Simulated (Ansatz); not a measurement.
Cl (2 atoms in the cell), run with Ansatz.

```
crystal:
  lattice:
    - [0.0, 3.1809943143, 3.1809943143]
    - [3.1809943143, 0.0, 3.1809943143]
    - [3.1809943143, 3.1809943143, 0.0]
  atoms:
    - { symbol: Cl, position: [0.0, 0.0, 0.0] }
    - { symbol: Cl, position: [0.25, 0.25, 0.25] }
kpoints:
  mp_grid: { grid: [14, 14, 14] }
scf:
  occupations: { method: fermi_dirac, width: 0.08 }
  max_iter: 100
hamiltonian:
  xc: pbe
  pseudopotentials: { kind: all_electron, lapw: { basis_error: 0.001 } }
  hubbard: { sites: [{ species: Cl, l: p, u_eff: 40.0 }] }
output:
  forces: true
  stress: true
  eigenvalues: true
```

Command:
```bash
ansatz run input.yaml --threads 1 --pin off --max-ram 2048MiB --backend cpu --events-out ev --progress --plain --runs-dir out
```

> Will this run converge, and how?

Converged, in 8 iterations. The residual comes down, with one marked jump up, by a factor of about 4, at step 2. From the first spectrum the program read the system as a metal and chose the LDOS preconditioner. The input holds a fault (an enormous or negative U). The SCF closed all the same, which doesn't make the results meaningful for the real system.

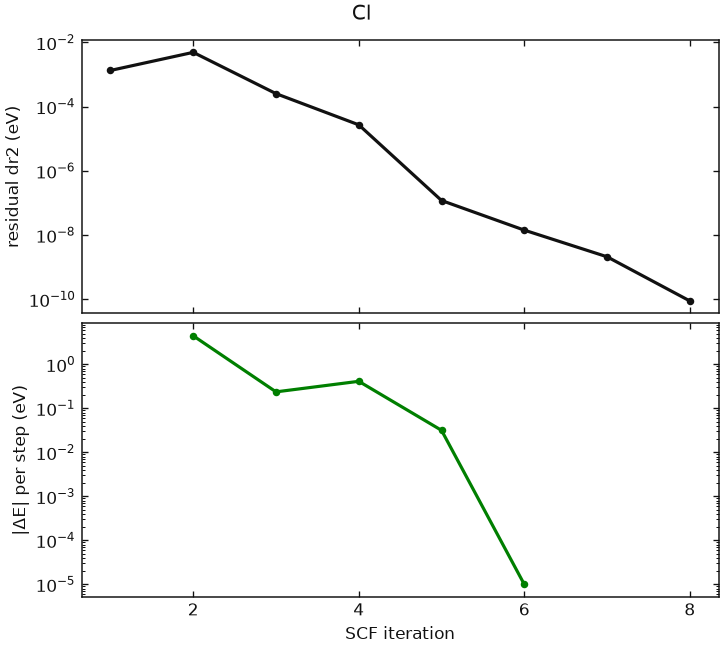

SCF iterations of a calculation: density residual dr2, step-to-step change of the Harris–Foulkes energy. Energy differences below 3 × 10⁻⁶ eV aren't drawn.
